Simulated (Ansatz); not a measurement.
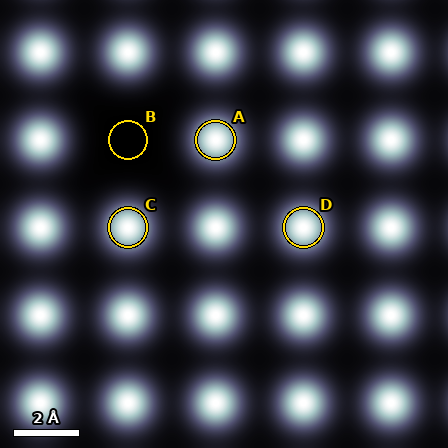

Dark-field STEM-like image of Al (Pm-3m, No. 221) along [001]. The image is simulated as a sum over atoms of Z^1.8, blurred by a 1.30 Å probe (no channelling). The probe carries 15 % of its weight in a tail 2.5 times as wide.

The sample is 1 repeat (2.7 Å) thick. One point defect was put into the perfect crystal, without relaxing the atoms around it. Brightness is counted from the darkest point of the image. Host structure: the input geometry of a calculation; the starting structure was generated, so it need not be a known form of this composition.

> Which ringed column holds the defect, and does it scatter more or less than its equals?

B; it scatters less. The column holds 1 atom (Al) through the sample, and one Al atom is missing, so its peak vanishes.
